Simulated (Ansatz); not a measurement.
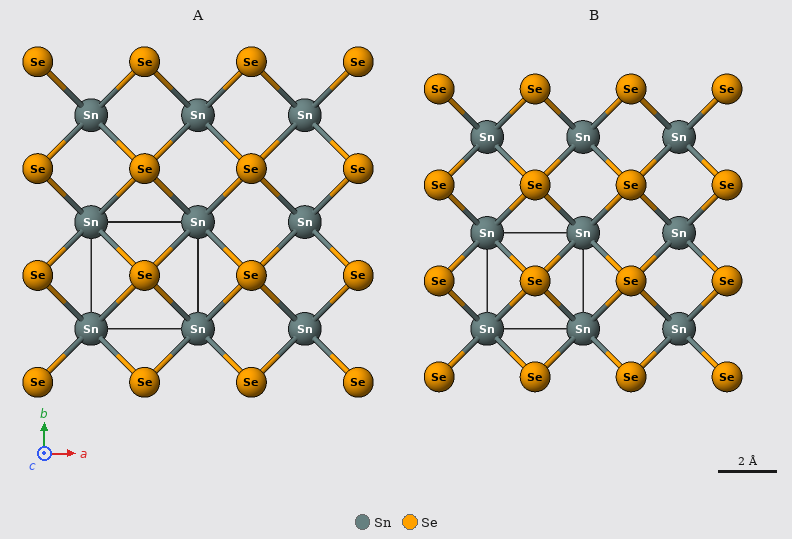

Two geometries of a crystal of SnSe (built on the CsCl type), drawn at one scale. One is the start of a relaxation, the other its converged end. The picture is a ball-and-stick view of the cell of the calculation, repeated 2 × 2 × 1 with one cell outlined, seen along the c axis.

These are results of DFT, PBE, plane waves, PAW in Ansatz 0.2.0, not measurements. Settings: plane-wave cutoff 420 eV; k-point mesh 8 × 8 × 8; occupations fermi dirac; smearing width 0.02 eV; no spin polarisation; cell and atoms relaxed; force threshold 0.005 eV/Å.

**Which of the two is the end point?**

Structure A is the relaxed one. The energy falls by 503 meV per atom in 6 accepted moves (8 points after the start). All forces vanish by symmetry, so only the cell relaxes. The pressure goes from 31.65 to 0.01 GPa. At 2 points the geometry stayed and the basis and grid were re-selected for the new cell (energy shift of 2.7 meV per atom at most each time). No atom moves by more than 0.005 Å relative to the cell. Cell: a = b = c 3.310 → 3.686 Å (+11.3 %). Volume +38.0 %. Among the contacts that change: Se–Se 3.310 → 3.686 Å, Se–Sn 2.867 → 3.192 Å. The space group stays Pm-3m (No. 221).
